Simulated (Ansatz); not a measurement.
## A series of single points on AlCu

System: AlCu (P4mm, 2 atoms in the cell).
Method: DFT PBEsol, scalar-relativistic, plane waves, PAW, no spin polarisation (Ansatz 0.2.0).

The 6 runs differ only in the geometry, by a shift of atoms along one path in a fixed cell. The shift s is measured from run 4: Al1 moves along the Cartesian direction (1.00, 0.00, 0.00). The structure derives from a Materials Project entry.

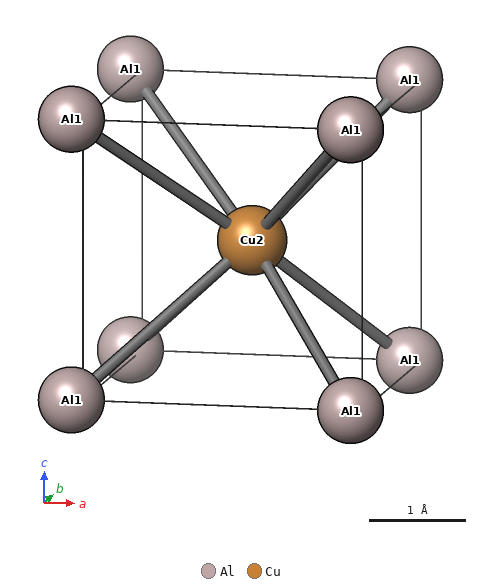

Figure 1. The structure of run 4 (ball-and-stick view of the cell of the calculation, seen slightly off an axis; atoms are numbered from 1 in the order of the input). An atom can appear more than once, as a periodic image.

### Input of run 4
```yaml
crystal:
  lattice:
    - [2.997509, 0.0, 0.0]
    - [0.0, 2.997509, 0.0]
    - [0.0, 0.0, 2.997509]
  atoms:
    - { symbol: Al, position: [-0.0417012926, 0.0, 0.0] }
    - { symbol: Cu, position: [0.5, 0.5, 0.5] }
basis:
  ecutwfc: 420
kpoints:
  mp_grid: { grid: [16, 16, 16] }
hamiltonian:
  xc: pbesol
scf:
  occupations: { method: gaussian, width: 0.15 }
output:
  forces: true
  stress: true
  eigenvalues: true
```

Command:
```bash
ansatz run input.yaml --threads 1 --pin off --max-ram 2560MiB --backend cpu --events-out ev --progress --plain --runs-dir out
```

Lattice vectors (Å) and fractional positions of run 4:
```
   2.997509    0.000000    0.000000
   0.000000    2.997509    0.000000
   0.000000    0.000000    2.997509
Al -0.041701  0.000000  0.000000
Cu  0.500000  0.500000  0.500000
```

Run 3 differs from it as follows:
```diff
-    - { symbol: Al, position: [-0.0417012926, 0.0, 0.0] }
+    - { symbol: Al, position: [-0.1042532316, 0.0, 0.0] }
```

### Results, with one run withheld

```csv
run,shift s of Al1 (Å),"free energy per atom, from the lowest run given (meV)",pressure (GPa),force along the path (eV/Å)
1,−0.3125,173.17,3.41,1.608
2,−0.2500,126.39,1.30,1.385
3,−0.1875,?,?,?
4,0.0000,10.81,−4.14,0.461
5,0.0625,0.00,−4.67,0.230
6,0.3750,54.14,−2.05,−0.925
```

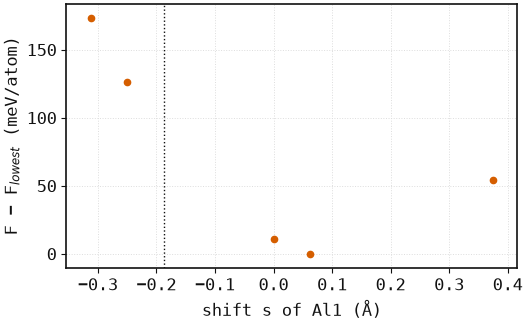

Figure 2. Free energy per atom of the runs given; the dotted line marks run 3.

Fit the runs given and predict run 3.

A cubic polynomial in the coordinate, fitted to the 5 runs given, misses them by at most 0.04 meV per atom. With x = s + 0.0250, it reads F = 17.222 − 277.95 x + 922.41 x² + 8.0676 x³ (meV per atom). At run 3 it gives 86.71 meV per atom, and the run itself gives 86.67. The slope of the fit gives a force −dF/ds of 1.154 eV/Å along the path (summed over the atoms that move), and the printed forces give 1.156 eV/Å. The fit has its minimum at s = 0.1254 Å.

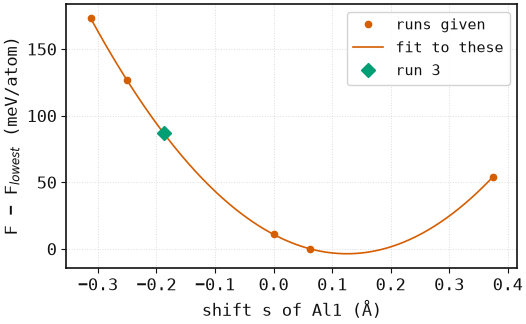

Figure 3. The fit and the withheld run.

### Output, shortened to warnings, some set-up lines, iterations and results (run 3)
```
Basis set: ecut = 420 eV, 515 PW (Γ), exchange–correlation on 48×48×48 points (8 copies of the dense FFT grid, shifted against one another)
Symmetry: 8 space group operations
k-points: 405 of 4096 (time reversal used)
Initial density: superposition of atomic densities (neutral atoms: chi_scale 0, normalization atom), corrected by the library's trained network
[...]
SCF iter   1: F=—  HF=-7113.450652 eV  |F-HF|=—  |Δ(HF+E_count)|=         —  Δρ=1.57e-2  dr2=3.38e-2  ethr=1.77e-3  ⟨swp⟩=4.1  Hψ=27113  notcnv=0
SCF iter   2: F=—  HF=-7113.444076 eV  |F-HF|=—  |Δ(HF+E_count)|=   6.58e-3  Δρ=2.58e-3  dr2=1.03e-3  ethr=1.54e-4  ⟨swp⟩=2.7  Hψ=12236  notcnv=0
SCF iter   3: F=—  HF=-7113.443691 eV  |F-HF|=—  |Δ(HF+E_count)|=   3.85e-4  Δρ=1.27e-3  dr2=2.29e-4  ethr=4.70e-6  ⟨swp⟩=1.1  Hψ=6104  notcnv=0
SCF iter   4: F=—  HF=-7113.443611 eV  |F-HF|=—  |Δ(HF+E_count)|=   8.05e-5  Δρ=4.66e-5  dr2=2.61e-7  ethr=1.04e-6  ⟨swp⟩=2.0  Hψ=8787  notcnv=0
SCF iter   5: F=—  HF=-7113.443599 eV  |F-HF|=—  |Δ(HF+E_count)|=   1.17e-5  Δρ=1.22e-5  dr2=3.49e-8  ethr=1.18e-9  ⟨swp⟩=2.0  Hψ=9141  notcnv=0
SCF iter   6: F=-7113.443599 eV  HF=-7113.443599 eV  |F-HF|=1.37e-9  |Δ(HF+E_count)|=   4.35e-9  Δρ=2.49e-6  dr2=1.51e-9  ethr=1.59e-10  ⟨swp⟩=2.4  Hψ=21419  notcnv=0
SCF 1 converged in 6 iterations: F = -7113.443599 eV  dr2 = 1.51e-9
SCF converged after 6 iterations
Free energy (F): -7113.443599 eV
Harris-Foulkes:  -7113.443599 eV  (|F-HF|=1.37e-9)
Internal energy: -7113.436715 eV  (E = F + TS)
E sigma→0 (E₀):  -7113.440157 eV
Entropy (-TS):   -0.006884 eV (-3.442 meV/atom)
Fermi energy:    12.907389 eV
--- Per-component energies (eV) ---
  E_band       = -434.839678
  E_kinetic    = 324.591409
  E_local      = -5224.371430  (includes V_loc(G=0)·N_el)
  E_nonlocal   = 399.184002
  E_hartree    = 2330.691553
  E_xc         = -129.468258
  E_vxc        = -145.938220  (∫ρ·V_xc dr)
  E_paw        = -2079.184954  (= ΣΔE_a)
  E_vpaw       = -449.687181  (= ΣTr[D̂ρ^β])
  E_aug_tail   = 0.000287  (compensation charges beyond the density's cutoff)
  E_ewald      = -2735.104667
  E_core_change = 0.225341  (= ΣΔE_core)
  E_smearing   = -0.006884  (= −TS)
  E_closure    = 0.000000  (closes the sum)
  Σ components = -7113.443599   (vs F -7113.443599, Δ=0.00e0)
--- Forces (eV/Å), atoms counted from 1 ---
  atom   1  Al     1.15635895     0.00000000     0.00000000
  atom   2  Cu    -1.15630791    -0.00000000     0.00000000
  max |Σ_I F_I| component: 5.10e-5 eV/Å
--- Stress (GPa, compression-positive) ---
       -2.706478      -0.000000       0.000000
       -0.000000       0.565518       0.000000
        0.000000       0.000000       0.565518
  P = ⅓ Tr σ = -0.5251 GPa (-5.251 kbar)
```
